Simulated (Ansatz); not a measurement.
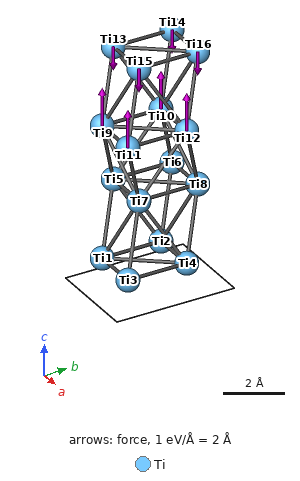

Starting geometry of a slab of composition Ti (cut from the P6_3/mmc phase) with the computed forces as purple arrows. The picture is a ball-and-stick view of the cell of the calculation, outlined in the plane, without the vacuum, seen from a free direction.

Case: clean slab, lower planes held. The slab is the (0 0 1) face of Ti. 8 atoms are held fixed.

Computed with Ansatz 0.2.0, DFT PBE+D3(BJ), scalar-relativistic, plane waves, PAW.

Input file:
```yaml
crystal:
  lattice:
    - [5.772929951, 0.0, 0.0]
    - [-2.8864649755, 4.9995039918, 0.0]
    - [0.0, 0.0, 22.861123473]
  atoms:
    - { symbol: Ti, position: [0.3333333333, 0.1666666667, 0.3499390574] }
    - { symbol: Ti, position: [0.3333333333, 0.6666666667, 0.3499390574] }
    - { symbol: Ti, position: [0.8333333333, 0.1666666667, 0.3499390574] }
    - { symbol: Ti, position: [0.8333333333, 0.6666666667, 0.3499390574] }
    - { symbol: Ti, position: [0.1666666667, 0.3333333333, 0.4499796858] }
    - { symbol: Ti, position: [0.1666666667, 0.8333333333, 0.4499796858] }
    - { symbol: Ti, position: [0.6666666667, 0.3333333333, 0.4499796858] }
    - { symbol: Ti, position: [0.6666666667, 0.8333333333, 0.4499796858] }
    - { symbol: Ti, position: [0.3333333333, 0.1666666667, 0.5500203142] }
    - { symbol: Ti, position: [0.3333333333, 0.6666666667, 0.5500203142] }
    - { symbol: Ti, position: [0.8333333333, 0.1666666667, 0.5500203142] }
    - { symbol: Ti, position: [0.8333333333, 0.6666666667, 0.5500203142] }
    - { symbol: Ti, position: [0.1666666667, 0.3333333333, 0.6500609426] }
    - { symbol: Ti, position: [0.1666666667, 0.8333333333, 0.6500609426] }
    - { symbol: Ti, position: [0.6666666667, 0.3333333333, 0.6500609426] }
    - { symbol: Ti, position: [0.6666666667, 0.8333333333, 0.6500609426] }
basis:
  ecutwfc: 420
kpoints:
  mp_grid: { grid: [4, 4, 1] }
hamiltonian:
  xc: pbe
  dispersion: d3bj
scf:
  occupations: { method: gaussian, width: 0.1 }
output:
  forces: true
  eigenvalues: true
  write_density: true
  write_potential: true
  elf: true
  volumetric_format: npy
relax:
  adjacent_minimum: "off"
  f_tol: 0.03
  max_steps: 70
  constraints: [{ sites: [0, 1, 2, 3, 4, 5, 6, 7] }]
efield:
  axis: 3
  dipole_correction: true
  ramp_width: 0.04
```

Run as
```bash
ansatz run input.yaml --threads 4 --pin off --max-ram 10240MiB --backend cpu --events-out ev --progress --plain --runs-dir out
```

What follows when this structure is relaxed?

Answer. It isn't relaxed: the largest force vector, on Ti atoms, is 0.66 eV/Å. The atoms end up moving mostly along the starting forces (cosine between the two patterns 0.97). After 3 geometry steps the energy has fallen by 0.142 eV per cell of the calculation. Largest force component: 0.66 eV/Å at the start, 0.0043 eV/Å at the end. The largest moves, 0.085 Å, are those of Ti9, Ti10, Ti11 and Ti12. Ti9 goes along the normal (+c). The cell doesn't change. Near-neighbour distances that change, for instance: Ti10–Ti13 2.830 → 2.740 Å, Ti5–Ti10 2.830 → 2.899 Å. The run took 35 s on 4 threads of Intel(R) Xeon(R) Platinum 8259CL CPU @ 2.50GHz (Skylake/Cascade Lake) (shared host), peak memory 1.5 GiB.
